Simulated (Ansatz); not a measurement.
# Cu₃H (slab): what the fields show

```cif
data_structure
_symmetry_space_group_name_H-M 'P 1'
_symmetry_Int_Tables_number 1
_cell_length_a 2.5305
_cell_length_b 2.5305
_cell_length_c 23.1299
_cell_angle_alpha 90.000
_cell_angle_beta 90.000
_cell_angle_gamma 120.000
_cell_volume 128.27
loop_
_atom_site_label
_atom_site_type_symbol
_atom_site_fract_x
_atom_site_fract_y
_atom_site_fract_z
_atom_site_occupancy
Cu1 Cu 0.33333 0.66667 0.36749 1
Cu2 Cu 0.66667 0.33333 0.45645 1
Cu3 Cu 0.33333 0.66667 0.54626 1
H1 H 0.33333 0.66667 0.61033 1
```

Computed without spin polarisation.

These are results of DFT r2SCAN, scalar-relativistic, plane waves, PAW in Ansatz, not measurements.

The density is the valence pseudo-density of a PAW calculation; it isn't the true density close to the nuclei.

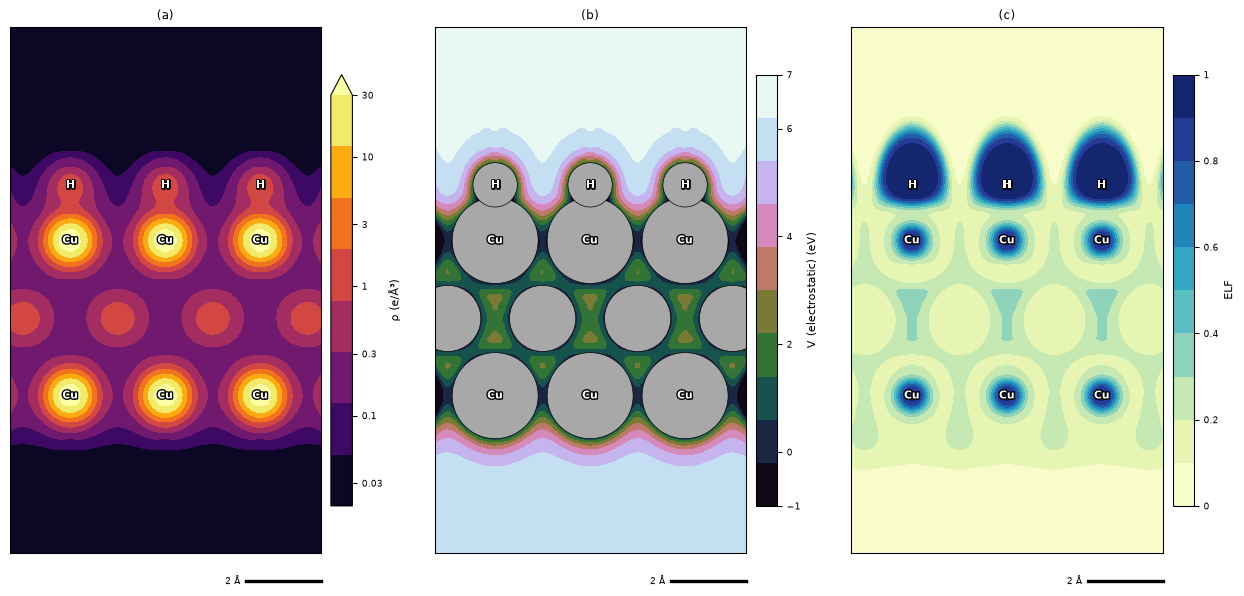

Figure 1. (a) valence pseudo-density; (b) electrostatic potential (local pseudopotential plus Hartree) felt by an electron; (c) electron localisation function on the (11̄0) plane of the calculation cell, a cut from vacuum to vacuum. Grey discs cover the atomic cores in the potential map.

Question: Read the bonding off the picture.

Answer:
- The section cuts through Cu and H sites.
- Atoms just off the plane (Cu, 0.7 Å away) can leave unmarked features too.
- Cu–H (1.48 Å): ρ is about 1.6 e/Å³ halfway; the ELF climbs to about 1 towards the hydrogen.
- Cu–Cu (2.53 Å): the density is about 0.28 e/Å³ at the midpoint; the ELF is about 0.25 at the midpoint; no shared electron pair shows on this line.
- The density dies away to nearly zero in the vacuum.
- The features right at Cu lie inside the PAW spheres, where the map follows smoothed inner orbitals and isn't to be read closely.
- Outside the cores the potential energy rises away from the atoms and is highest in the vacuum; its zero is arbitrary.

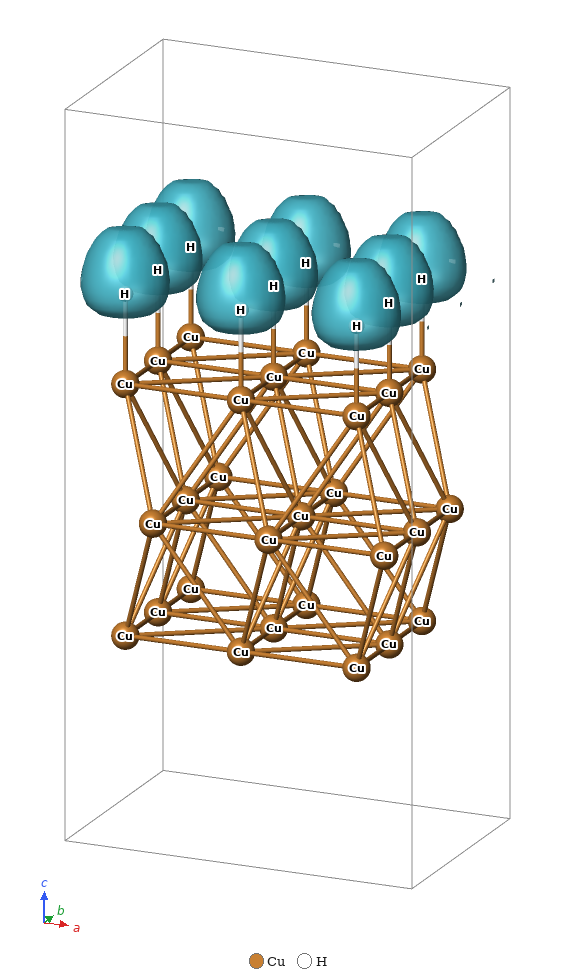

Figure 2. Isosurface of the ELF at 0.85 (cyan), seen slightly off an axis. Core shells and regions of very low density are left out. Sticks mark near contacts.

Question: Describe the localisation domains.

Answer: At this value the surface marks out one region around a hydrogen nucleus, counted in one cell of 4 atoms. Counts are for one cell; the picture repeats the cell along the surface. Along the contacts the grid gives the following. Cu–Cu (2.52 Å): the ELF is about 0.20 at the midpoint (no shared electron pair shows on this line).

Question: Does the calculation make it a metal, or give it a gap?

Answer: It is metallic or semimetallic at this level of theory: no gap opens.
